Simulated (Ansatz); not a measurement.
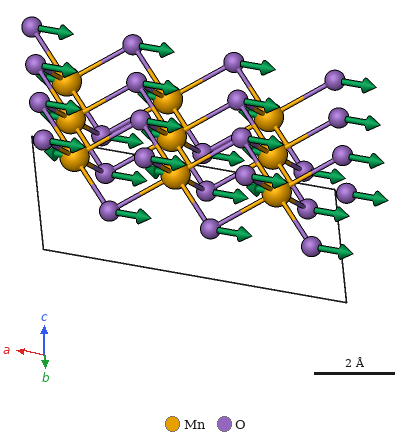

The lowest optical mode of a free-standing layer of MnO2 (a generated structure), space group P-3m1 (No. 164), at the zone centre. The green arrows are the displacements of the atoms (eigenvector over the root of the mass), of arbitrary overall length and sign. Style: ball-and-stick. Shown: the 3 × 3 repeat of the cell, outlined in the plane, without the vacuum, from a free direction.

All numbers below come from DFT PBE, scalar-relativistic, plane waves, PAW (Ansatz). Settings: plane-wave cutoff 420 eV; k-point mesh 12 × 12 × 1; occupations gaussian; smearing width 0.02 eV; collinear spin.

Frequencies are those without the non-analytic (LO–TO) term.

Is the structure stable against all modes at this point?

Yes: this softest mode has a real frequency, and so have all others here. That speaks for this wave vector alone: the rest of the zone wasn't checked in this run. This is the E_u mode (doubly degenerate; one member of the set is drawn) at 404 cm⁻¹, the lowest optical level, infrared-active by symmetry. The O sublattice moves against the Mn sublattice, along a of the drawn cell; it stretches the shortest Mn–O bonds (1.92 Å); the kinetic energy is shared as O 63 %, Mn 37 %.
